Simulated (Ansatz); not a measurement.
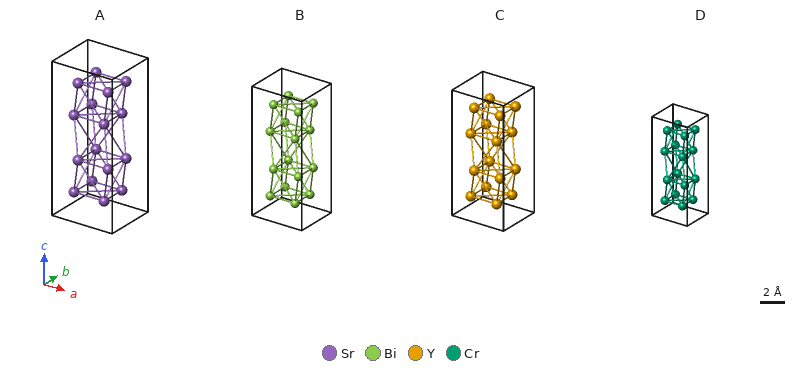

One structure type (space group P6_3/mmc for the parent) with different elements on its sites, each relaxed in cell and atoms to zero pressure (within 0.1 GPa). Style: ball-and-stick. Shown: the cell of the calculation, repeated to show the pattern, slightly off an axis.

Computed with DFT PBEsol, scalar-relativistic, plane waves, PAW (Ansatz 0.2.0). (plane-wave cutoff 420 eV; occupations gaussian; smearing width 0.1 eV; no spin polarisation) The k-mesh is chosen for each cell (12×12×6, 12×12×8, 18×18×10).

Q: Give the formulas, and rank the crystals by volume per atom, smallest first.

A: D = Cr (11.5 Å³), B = Bi (30.0 Å³), C = Y (31.3 Å³), A = Sr (52.4 Å³).

Q: Which have a band gap?

A: Sr: metallic; Bi: metallic; Y: metallic; Cr: metallic.
